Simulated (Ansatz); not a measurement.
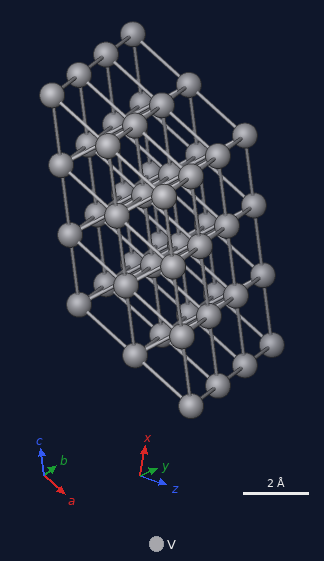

A scan of a crystal of V (Im-3m): the ratio of the cell's length along [111] to its lengths across, counted as 1 for the reference, is changed at fixed volume (a trigonal path), with the atoms kept at their fractional coordinates. x, y and z are the Cartesian axes of the input. The picture shows the reference cell. Style: ball-and-stick. Shown: the cell of the calculation, repeated 2 × 3 × 3 with one cell outlined, slightly off an axis.

Method: Ansatz 0.2.0, DFT PBE, scalar-relativistic, plane waves, PAW. Set-up: plane-wave cutoff 420 eV; k-point mesh 24 × 24 × 24; occupations gaussian; smearing width 0.15 eV; no spin polarisation. Energies (free energies at the smearing named) are counted from the cell as listed in its source, which wasn't relaxed.

```
V
1.0
    -1.51300    1.51300    1.51300
     1.51300   -1.51300    1.51300
     1.51300    1.51300   -1.51300
V
1
Direct
  0.00000 0.00000 0.00000
```

Q: Give the energy at each point (the relative ratio: 0.50, 0.71, 1.00, 1.41, 2.00).

A:
```csv
axial ratio over its reference value,energy change (meV/atom)
0.50,3305
0.71,264
1.00,0
1.41,276
2.00,868
```

The lowest computed point lies at the relative ratio 1.00 (0 meV/atom). The end points stand at 3305 meV/atom (0.50) and 868 meV/atom (2.00). The unrelaxed reference is under a pressure of −5.0 GPa. The distortion takes the space group from Im-3m to R-3m, except for Pm-3m at 2.00. At the relative ratio 2.00 the cell of the drawing goes a 2.621 → 2.402 Å, b 2.621 → 2.402 Å, c 2.621 → 2.402 Å, α 109.5° → 90.0°, β 109.5° → 90.0°, γ 109.5° → 90.0°.

As a plot:

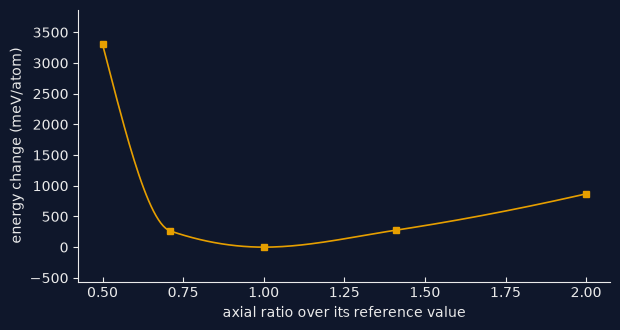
